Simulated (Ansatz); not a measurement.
# TiSi16: molecular dynamics (part 2 of 2)

Continued. System: TiSi16 (defect cell, 17 atoms in the cell). Method: DFT PBE-D3(BJ), scalar-relativistic, plane waves, PAW, PAW set soft_1, no spin polarisation (Ansatz 0.2.0); cutoff 420 eV, 2×2×2 k-mesh, Fermi–Dirac smearing of 0.05 eV. One setting was made poor on purpose. It belongs to a series of runs on one base structure; here: dynamics from the last frame of the run before.

Geometry of the input (Å; fractional positions):
```
0.0000  5.4300  5.4300
5.4300  0.0000  5.4300
5.4300  5.4300  0.0000
Si -0.0274  -0.0082  0.0107
Si 0.1411  0.1286  0.0720
Si 0.0377  0.0120  0.4536
Si 0.1409  0.1262  0.6226
Si -0.0005  0.4769  0.0286
Si 0.0964  0.6141  0.1678
Si 0.0047  0.4908  0.5248
Si 0.1356  0.6239  0.6199
Si 0.4858  -0.0055  -0.0182
Si 0.5871  0.1073  0.1314
Si 0.5156  0.0140  0.4799
Si 0.6521  0.1460  0.5805
Si 0.4877  0.4939  0.0355
Si 0.6220  0.6196  0.1482
Si 0.5101  0.5099  0.5147
Si 0.6307  0.6251  0.6565
Ti 0.8627  0.8874  0.8591
```

### The program's output, continued
```
md step    61: t =   122.00 fs  T =   633.6 K  F+E_penalty+E_count = -12674.20476242 eV  E_kin = 1.310381 eV  conserved = -12673.28798741 eV  (3 SCF iters, 3 dispersion substeps)
md step    62: t =   124.00 fs  T =   636.8 K  F+E_penalty+E_count = -12674.25927932 eV  E_kin = 1.316911 eV  conserved = -12673.28819153 eV  (3 SCF iters, 3 dispersion substeps)
md step    63: t =   126.00 fs  T =   656.2 K  F+E_penalty+E_count = -12674.32264619 eV  E_kin = 1.357034 eV  conserved = -12673.28849710 eV  (4 SCF iters, 3 dispersion substeps)
md step    64: t =   128.00 fs  T =   689.4 K  F+E_penalty+E_count = -12674.39151997 eV  E_kin = 1.425834 eV  conserved = -12673.28887780 eV  (4 SCF iters, 3 dispersion substeps)
md step    65: t =   130.00 fs  T =   733.0 K  F+E_penalty+E_count = -12674.46076952 eV  E_kin = 1.515927 eV  conserved = -12673.28929197 eV  (4 SCF iters, 3 dispersion substeps)
md step    66: t =   132.00 fs  T =   782.0 K  F+E_penalty+E_count = -12674.52400048 eV  E_kin = 1.617268 eV  conserved = -12673.28968780 eV  (4 SCF iters, 3 dispersion substeps)
md step    67: t =   134.00 fs  T =   830.4 K  F+E_penalty+E_count = -12674.57433751 eV  E_kin = 1.717490 eV  conserved = -12673.29000365 eV  (3 SCF iters, 3 dispersion substeps)
md step    68: t =   136.00 fs  T =   871.9 K  F+E_penalty+E_count = -12674.60553327 eV  E_kin = 1.803265 eV  conserved = -12673.29016955 eV  (3 SCF iters, 3 dispersion substeps)
md step    69: t =   138.00 fs  T =   900.7 K  F+E_penalty+E_count = -12674.61334624 eV  E_kin = 1.862830 eV  conserved = -12673.29012418 eV  (4 SCF iters, 3 dispersion substeps)
md step    70: t =   140.00 fs  T =   913.4 K  F+E_penalty+E_count = -12674.59687798 eV  E_kin = 1.889067 eV  conserve
[...]
SCF iter   4: F=—  HF=-12673.871799 eV  |F-HF|=—  |Δ(HF+E_count)|=   1.48e-5  Δρ=2.86e-5  dr2=4.61e-6  ethr=6.29e-8  ⟨swp⟩=2.2  Hψ=705  notcnv=0
SCF iter   5: F=—  HF=-12673.871759 eV  |F-HF|=—  |Δ(HF+E_count)|=   3.99e-5  Δρ=7.88e-6  dr2=5.43e-7  ethr=6.06e-9  ⟨swp⟩=2.5  Hψ=722  notcnv=0
SCF iter   6: F=—  HF=-12673.871759 eV  |F-HF|=—  |Δ(HF+E_count)|=   1.87e-8  Δρ=2.76e-6  dr2=6.07e-8  ethr=7.14e-10  ⟨swp⟩=2.2  Hψ=742  notcnv=0
SCF iter   7: F=-12673.871759 eV  HF=-12673.871759 eV  |F-HF|=4.02e-10  |Δ(HF+E_count)|=   5.79e-9  Δρ=8.10e-7  dr2=2.91e-9  ethr=2.24e-11  ⟨swp⟩=5.0  Hψ=1388  notcnv=0
WARN: dispersion: an atom stands within reach of a switch of its C6 between two reference coordination numbers of its element: through that C6 alone, e_disp changes by 0.025 eV or more while the distances to its neighbours run over a stretch of 0.05 Å that contains this geometry (sites counted from 0 in the run's list of atoms or, in a supercell that it derives, in that cell's: here a list of 17) — site 6 (Si): coordination number 3.678 (about 3.49 to 3.87 with every neighbour 0.05 Å farther or nearer), switch near 3.404 between the references 3.868 (weight 0.88) and 2.941 (weight 0.12), e_disp changing by some 0.03 eV. This is how the published method behaves, and the energy and the forces stay consistent. Where you compare this geometry's total energy with another's, compare their components.e_disp too, and, where the geometries are yours to choose, keep both on one side of the switch, which a site's coordination number tells: a relaxation that ends in reach of it can search the other side under relax.adjacent_minimum: search, except where no move that the cell, the constraints and the symmetry allow carries the atom there
SCF 201 converged in 7 iterations: F = -12673.871759 eV  dr2 = 2.91e-9
md step   200: t =   400.00 fs  T =   854.3 K  F+E_penalty+E_count = -12673.87175877 eV  E_kin = 1.766773 eV  conserved = -12673.28713156 eV  (7 SCF iters, 3 dispersion substeps)
```

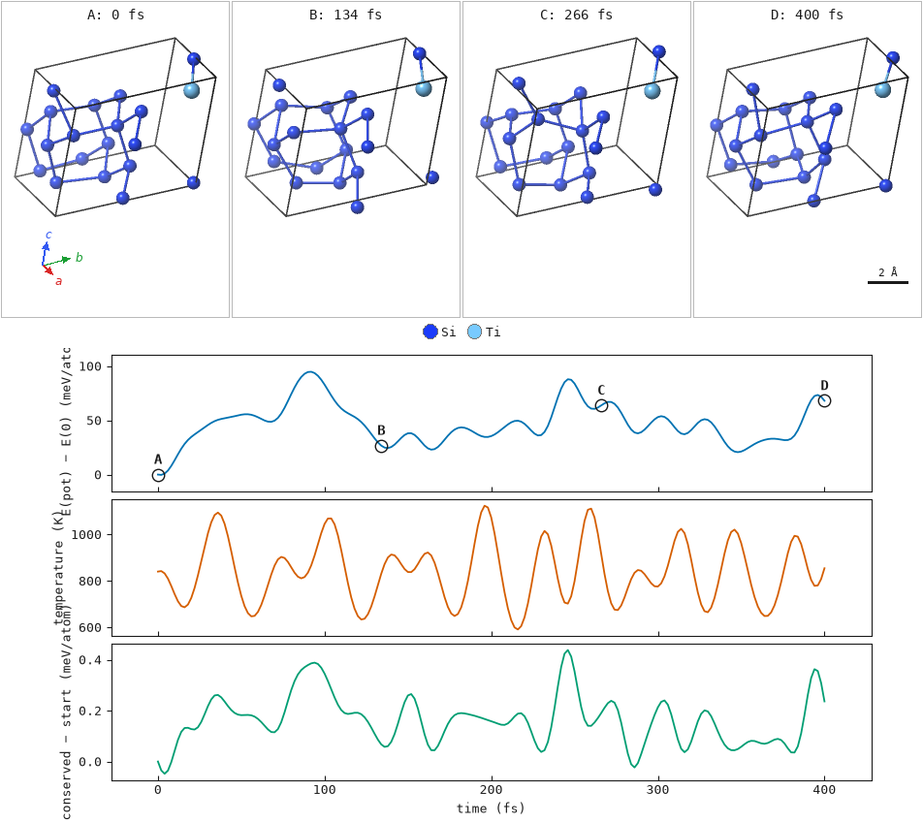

Figure 1. Frames of the molecular dynamics (ball-and-stick, reduced simulation cell, seen slightly off an axis) above the curves, on which the letters mark them. The trajectory kept here has 201 frames over 400 fs. The temperature starts at 840 K, ranges from 591 to 1124 K and averages 835 K over the second half. The potential energy ends 68.0 meV/atom above its first value. The conserved quantity stays within 0.49 meV/atom. With the common drift removed, the root-mean-square displacement is 0.36 Å, and Si5 has moved furthest (0.65 Å).

```
NSCF: frozen V_eff on 8 k-points
the band table was solved once a step of the walk had ended and its energy, with any forces and stress, was formed, with the checks that follow a solve (2298 applications of the Hamiltonian). They found nothing against the state; the energy, forces and stress were not computed again (output.eigenvalues in the input reference)
SCF converged after 7 iterations
Free energy (F): -12673.871759 eV
Harris-Foulkes:  -12673.871759 eV  (|F-HF|=4.02e-10)
Internal energy: -12673.801172 eV  (E = F + TS)
E sigma→0 (E₀):  -12673.836466 eV
Entropy (-TS):   -0.070586 eV (-4.152 meV/atom)
Fermi energy:    7.488953 eV
--- Per-component energies (eV) ---
  E_band       = -102.676603
  E_kinetic    = 939.028065
  E_local      = -2059.297643  (includes V_loc(G=0)·N_el)
  E_nonlocal   = 425.824282
  E_hartree    = 851.667028
  E_xc         = -1021.124792
  E_vxc        = -911.843112  (∫ρ·V_xc dr)
  E_paw        = -9227.422376  (= ΣΔE_a)
  E_vpaw       = -199.724145  (= ΣTr[D̂ρ^β])
  E_aug_tail   = 0.000521  (compensation charges beyond the density's cutoff)
  E_ewald      = -2576.627469
  E_disp       = -5.848788  (pairwise vdW)
  E_smearing   = -0.070586  (= −TS)
  E_closure    = -0.000000  (closes the sum)
  Σ components = -12673.871759   (vs F -12673.871759, Δ=0.00e0)
--- Forces (eV/Å), atoms counted from 1 ---
  atom   1  Si    -0.88533896    -1.40197617    -1.53839873
  atom   2  Si     1.45896472    -0.21743100     0.62152975
  atom   3  Si    -0.53222308     0.16068707     0.43471102
  atom   4  Si     0.52722002    -1.14894437    -0.78657202
  atom   5  Si    -0.45213191     1.29522611    -0.24228684
  atom   6  Si     1.08532987     0.44285877    -0.30243817
  atom   7  Si     0.04398884     0.61361482     1.03011768
  atom   8  Si     0.70203907    -2.73331904    -1.34146811
  atom   9  Si    -0.34648141     0.68937582     0.37095647
  atom  10  Si    -0.31816300    -0.33303776     0.53338298
  atom  11  Si     0.19084605    -0.82985251     0.81805428
  atom  12  Si     1.57235440     0.02371096     0.51698446
  atom  13  Si     0.40214380     1.30894452    -1.46748017
  atom  14  Si    -0.54183699    -1.98458554     1.04851210
  atom  15  Si    -0.63887158     2.41630983     0.38841511
  atom  16  Si    -2.52118031     0.10070980    -0.11845901
  atom  17  Ti     0.25334615     1.59770703     0.03444445
  max |Σ_I F_I| component: 5.69e-6 eV/Å
--- Band table (eV; the first three rows and the last of 8) ---
  k-point 0: bands = ["-49.2642", "-25.6669", "-25.6231", "-25.5966", "-5.0500", "-2.9567", "-2.8297", "-2.5424", "-2.2425", "-1.1471", "-1.1256", "-0.9372", "-0.8763", "-0.6734", "-0.6156", "-0.2217", "-0.0934", "0.1704", "0.3954", "3.9068", "3.9437", "4.0748", "4.2662", "4.3431", "4.3825", "5.0420", "5.1172", "5.1664", "5.2577", "5.4251", "5.8181", "6.0294", "6.1468", "6.2548", "6.5418", "6.8132", "6.8671", "7.0627", "7.1578", "7.4444", "7.8689", "7.9321", "8.0188", "8.3364", "8.3729", "8.5253", "8.7225", "8.8464", "9.0279", "9.1861", "9.3516", "9.8175", "9.8863", "10.0648", "10.3103"]
  k-point 1: bands = ["-49.2642", "-25.6669", "-25.6231", "-25.5966", "-4.3244", "-4.1619", "-2.6154", "-2.5693", "-2.3095", "-2.1511", "-2.1183", "-1.7860", "0.2164", "0.4314", "0.5524", "0.6400", "0.9029", "0.9794", "2.5615", "2.8274", "2.9792", "3.1130", "3.2539", "3.3217", "3.4029", "3.8222", "4.4695", "4.6311", "4.7142", "4.8725", "5.0160", "5.2794", "5.7841", "5.8685", "6.2113", "6.7102", "7.1820", "7.4068", "7.6045", "7.9716", "8.0630", "8.3353", "8.5759", "8.7555", "8.7918", "8.9519", "9.6404", "9.8071", "10.0688", "10.2534", "10.5806", "10.8700", "10.8978", "11.0192", "11.1777"]
  k-point 2: bands = ["-49.2642", "-25.6669", "-25.6231", "-25.5966", "-4.3717", "-4.1544", "-2.6628", "-2.4119", "-2.2214", "-2.1447", "-2.0431", "-1.8329", "0.1016", "0.1392", "0.4294", "0.5554", "0.6440", "0.9832", "2.9008", "3.0006", "3.3280", "3.4627", "3.5175", "3.5441", "3.6792", "3.7432", "4.2544", "4.3671", "4.5720", "4.9320", "5.0310", "5.1352", "5.5521", "5.7476", "6.1391", "6.5774", "7.1751", "7.2602", "7.4814", "7.8087", "8.0291", "8.3353", "8.4903", "8.6794", "8.8095", "8.8951", "9.5792", "9.8130", "9.9888", "10.1710", "10.6355", "10.8075", "10.9207", "11.1906", "11.3049"]
  k-point 7: bands = ["-49.2642", "-25.6669", "-25.6231", "-25.5966", "-4.3642", "-4.1376", "-2.6816", "-2.4660", "-2.3270", "-2.1080", "-2.0334", "-1.7938", "0.1069", "0.2949", "0.3296", "0.6975", "0.7909", "0.9946", "2.6498", "3.0774", "3.1546", "3.2514", "3.3687", "3.4412", "3.4996", "3.9980", "4.2793", "4.4954", "4.7859", "4.9308", "4.9769", "5.1454", "5.2652", "5.9791", "6.3555", "6.5015", "7.3029", "7.3601", "7.4822", "7.7845", "8.0209", "8.2075", "8.5087", "8.5978", "8.9246", "8.9961", "9.7023", "9.7900", "10.1530", "10.4632", "10.6127", "10.6631", "10.8872", "11.0666", "11.1702"]
--- MD trajectory: 200 steps, t = 0.0 → 400.0 fs ---
  final state: T = 854.3 K   F+E_penalty+E_count = -12673.87175877 eV   E_kin = 1.766773 eV
  conserved energy: peak-to-peak 8.264e-3 eV (4.861e-4 eV/atom) over 400.0 fs
```

### Trajectory as extended XYZ (Å, eV, eV/Å), 6 of the 201 frames kept, from step=0 to step=200
```
17
Lattice="0.0000 5.4300 5.4300 5.4300 0.0000 5.4300 5.4300 5.4300 0.0000" Properties=species:S:1:pos:R:3:forces:R:3 step=0 time_fs=0.0 energy=-12675.02840 temperature=840.0
Si    0.0139   -0.0905   -0.1934    0.9422   0.9033   1.1242
Si    1.0893    1.1571    1.4649    0.7306  -0.4846  -1.8958
Si    2.5281    2.6679    0.2699    0.0035  -0.0465  -0.0155
Si    4.0658    4.1459    1.4505   -0.5902  -0.1607  -0.6036
Si    2.7444    0.1526    2.5868    0.5266  -1.0261   0.8885
Si    4.2456    1.4344    3.8580   -1.1622  -0.1499   1.1305
Si    5.5145    2.8748    2.6903    0.4837  -0.4553  -0.9114
Si    6.7537    4.1024    4.1244    0.9792   0.6057   0.6254
Si   -0.1287    2.5393    2.6082   -1.0585   0.1881   0.5638
Si    1.2963    3.9015    3.7709    0.6152  -0.5196   1.4475
Si    2.6819    5.4053    2.8759    0.0493   1.3388  -1.3977
Si    3.9451    6.6931    4.3338    0.0904   0.4263  -0.0372
Si    2.8746    2.8408    5.3301   -0.4043  -0.5829  -0.5666
Si    4.1694    4.1825    6.7421   -0.3338  -0.0596  -0.0668
Si    5.5637    5.5648    5.5384    0.3863   0.0865  -0.0050
Si    6.9592    6.9894    6.8190    0.3431  -0.4935   0.1012
Ti    9.4833    9.3495    9.5032   -1.6012   0.4301  -0.3816
17
Lattice="0.0000 5.4300 5.4300 5.4300 0.0000 5.4300 5.4300 5.4300 0.0000" Properties=species:S:1:pos:R:3:forces:R:3 step=40 time_fs=80.0 energy=-12673.76728 temperature=858.3
Si    0.4463    0.1011   -0.1285   -0.6287  -1.8100  -1.4462
Si    1.1077    1.3214    1.5577    1.8318   0.3236   1.1164
Si    2.6561    2.6471    0.2951   -0.8962  -0.3032  -0.4048
Si    4.1849    4.1140    1.3390    0.7109   0.2570  -0.9891
Si    2.7789    0.0685    2.8092   -1.9271   0.6416  -0.1183
Si    4.2758    1.3700    4.1134   -0.5880  -0.1119   0.8222
Si    5.3729    2.7253    2.6819    0.6589  -0.5198  -0.5448
Si    6.5877    3.8843    4.1854    1.5344   0.9115   0.4022
Si   -0.2703    2.7265    2.6571    0.7086   0.1418  -1.2253
Si    1.5690    3.7179    3.8988    0.0584   0.2514   1.4215
Si    2.7073    5.2474    2.5493   -1.6141   1.2194   0.3909
Si    3.7116    6.8271    3.9533   -0.9952   0.1383   0.0411
Si    3.0899    2.5969    5.7356   -1.5042   0.2512  -0.7276
Si    4.0651    4.5265    6.6430    0.3944  -0.9970  -0.1163
Si    5.3258    5.7052    4.9867    1.4260  -0.8417   1.8521
Si    6.6475    6.7552    6.7402    1.0687  -0.2536  -0.6121
Ti    9.5188    9.4826    9.6515   -0.2387   0.7015   0.1382
17
Lattice="0.0000 5.4300 5.4300 5.4300 0.0000 5.4300 5.4300 5.4300 0.0000" Properties=species:S:1:pos:R:3:forces:R:3 step=80 time_fs=160.0 energy=-12674.57323 temperature=916.4
Si    0.3291    0.0780    0.2382   -1.1257  -1.1218  -0.9119
Si    1.6396    1.4656    1.3944    0.2352   0.7334   0.5349
Si    2.8051    2.8233   -0.0540   -0.6287  -0.9854  -0.2745
Si    4.1952    4.0368    1.4258    0.9339   0.1633  -0.7970
Si    2.6317    0.1390    2.9912   -1.4266   0.8499  -0.2231
Si    4.1984    1.4029    4.3548    0.8364  -0.0027  -0.7149
Si    5.4442    2.6148    2.7130   -0.0071  -1.2543  -0.2967
Si    6.4939    4.0140    4.1162    1.7978   0.1558   0.0524
Si    0.0315    2.7149    2.5404    0.1246   0.8024  -0.5713
Si    1.4553    4.0006    4.0824   -0.5220  -0.1843   0.3794
Si    2.6676    5.1904    2.5724   -0.3708   2.0676   0.1704
Si    4.1381    6.7366    3.7505   -1.6372   0.3356  -0.2087
Si    2.7045    2.6536    5.5086   -1.0612  -0.4987   0.1575
Si    3.6318    4.2564    6.8023    1.4144  -0.3518   0.0149
Si    5.0427    5.3469    5.2418    0.9131   0.3624   1.8585
Si    6.6660    6.5943    6.6433   -0.2975  -0.2135   0.2012
Ti    9.6253    9.6389    9.4730    0.8214  -0.8577   0.6289
17
Lattice="0.0000 5.4300 5.4300 5.4300 0.0000 5.4300 5.4300 5.4300 0.0000" Properties=species:S:1:pos:R:3:forces:R:3 step=120 time_fs=240.0 energy=-12673.81870 temperature=807.8
Si   -0.1563    0.0436    0.2032    0.4854   0.8215   0.4378
Si    1.4953    1.3209    1.3115   -2.1079   0.3721  -0.8915
Si    2.6841    2.4673   -0.1514    1.4496   0.7246  -0.9618
Si    3.9420    3.9094    1.3884   -0.0068  -0.2042   0.0409
Si    2.6283    0.3261    2.8315    1.3906  -1.8873   0.8771
Si    4.0116    1.5370    4.2433    2.0223  -0.3032  -1.2758
Si    5.5134    2.9256    2.8097   -0.4730  -2.0213  -0.8416
Si    6.8606    4.1881    4.1096    0.5781  -0.2926  -0.2730
Si    0.2288    2.8847    2.5076   -0.2691  -0.2353   0.1316
Si    1.3099    4.3844    4.1170    0.6338  -0.5678  -0.4530
Si    2.8941    5.4825    2.7170   -0.2616   0.8817   0.1125
Si    4.5599    6.7331    3.9815   -0.9326  -0.6536   0.1892
Si    2.4426    2.6729    5.2399   -2.0428   0.0172   0.3911
Si    3.7305    3.7265    6.7005    1.1450   1.4812   1.6862
Si    5.3146    4.9672    5.4987   -0.1128   2.4090   1.0698
Si    6.7824    6.7278    6.8091   -0.9259  -0.3453   0.3007
Ti    9.5273    9.5046    9.4754   -0.5723  -0.1969  -0.5400
17
Lattice="0.0000 5.4300 5.4300 5.4300 0.0000 5.4300 5.4300 5.4300 0.0000" Properties=species:S:1:pos:R:3:forces:R:3 step=160 time_fs=320.0 energy=-12674.33160 temperature=891.1
Si   -0.3175    0.0838    0.0094    0.6414   0.3692   0.0493
Si    1.1604    1.3253    1.2465    0.2084  -0.6719  -0.4835
Si    2.7238    2.3075   -0.0923   -1.0229   1.1779   0.8841
Si    3.7852    4.0430    1.2988    0.2167  -0.6319   0.1021
Si    2.6241    0.0924    2.4681    0.8668  -1.4717   0.4455
Si    3.7585    1.4252    4.0147    1.3737  -0.0165  -1.3553
Si    5.3149    2.9313    2.6999    0.4318  -0.9621   0.5223
Si    6.8598    4.0971    4.1755   -0.1483  -0.6003  -1.4027
Si    0.2441    2.7261    2.6806   -0.2043   0.4455   1.4048
Si    1.4141    4.3120    4.1864   -0.0782  -0.3981  -0.2360
Si    2.8700    5.5666    2.7829   -0.5924  -0.3166   0.0673
Si    4.2778    6.7163    4.1829    1.8409  -1.0848  -0.3168
Si    2.7306    2.7743    5.4583   -1.1211   0.4557  -0.4311
Si    4.3197    3.8271    6.6229   -0.7710   1.1185   1.3527
Si    5.6825    5.3047    5.6347    0.1766   2.3442   0.1009
Si    6.9913    6.9932    6.9730   -1.8835  -0.5126   0.1362
Ti    9.4114    9.3704    9.4607    0.0655   0.7554  -0.8395
17
Lattice="0.0000 5.4300 5.4300 5.4300 0.0000 5.4300 5.4300 5.4300 0.0000" Properties=species:S:1:pos:R:3:forces:R:3 step=200 time_fs=400.0 energy=-12673.87176 temperature=854.3
Si   -0.0849    0.2224    0.0415   -0.8853  -1.4020  -1.5384
Si    1.3070    1.3673    1.3028    1.4590  -0.2174   0.6215
Si    2.6239    2.7619    0.0548   -0.5322   0.1607   0.4347
Si    4.0537    4.2658    1.4582    0.5272  -1.1489  -0.7866
Si    2.5579   -0.4314    2.3653   -0.4521   1.2952  -0.2423
Si    3.6752    1.1991    3.9391    1.0853   0.4429  -0.3024
Si    5.2937    2.5802    2.5973    0.0440   0.6136   1.0301
Si    6.6133    4.2214    4.0999    0.7020  -2.7333  -1.3415
Si    0.1235    2.4700    2.8534   -0.3465   0.6894   0.3710
Si    1.4393    4.0288    4.2394   -0.3182  -0.3330   0.5334
Si    2.5406    5.3942    2.7153    0.1908  -0.8299   0.8181
Si    3.8046    6.7022    4.1006    1.5724   0.0237   0.5170
Si    3.0710    2.7359    5.6321    0.4021   1.3089  -1.4675
Si    4.5219    4.3213    6.7217   -0.5418  -1.9846   1.0485
Si    5.6629    5.6866    5.3702   -0.6389   2.4163   0.3884
Si    7.1105    6.9773    6.8667   -2.5212   0.1007  -0.1185
Ti    9.4848    9.3836    9.4513    0.2533   1.5977   0.0344
```
